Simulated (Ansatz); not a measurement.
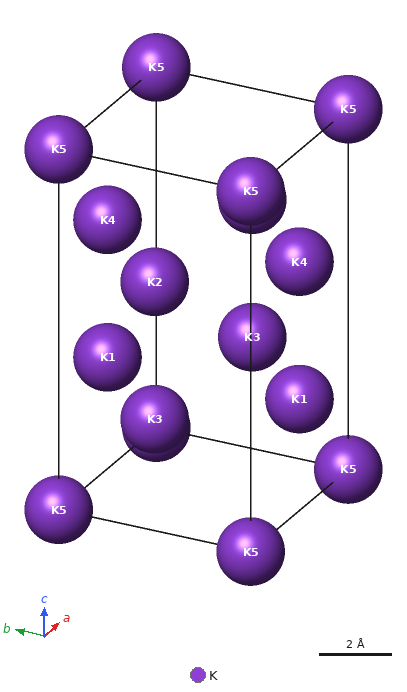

The starting point is solid K (set up in Cmmm). The picture is a spheres-only view of the cell of the calculation, seen from a free direction.

Level of theory: Ansatz 0.2.0, DFT PBEsol, scalar-relativistic, plane waves, PAW. (plane-wave cutoff 420 eV; occupations gaussian; smearing width 0.1 eV; no spin polarisation) The k-mesh is chosen for each cell (6×6×4, 10×10×6).

Now this is done to it. Every potassium atom is replaced by silver, which gives Ag. Cell and atoms are relaxed again (to zero pressure within 0.1 GPa, forces under 0.01 eV/Å).

Question: What is the effect?

Answer: The volume per atom goes from 80.98 to 19.79 Å³. The volume changes by −75.6 %, with a = b 6.027 → 3.832 Å (−36.4 %), c 11.145 → 6.738 Å (−39.5 %). The space group (tolerance 0.01 Å) goes from Cmmm (No. 65) to P4/mmm (No. 123).

The changed structure in the same view:

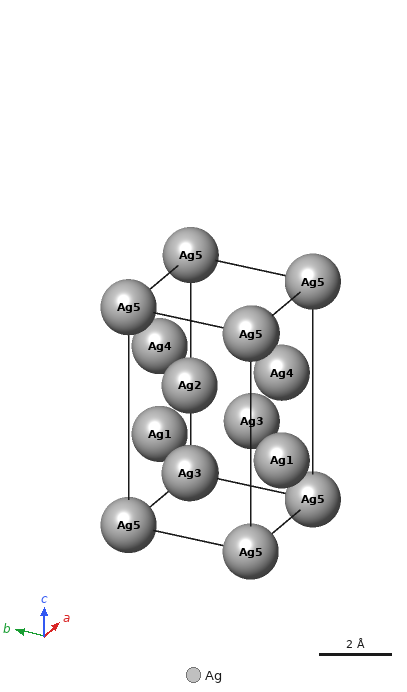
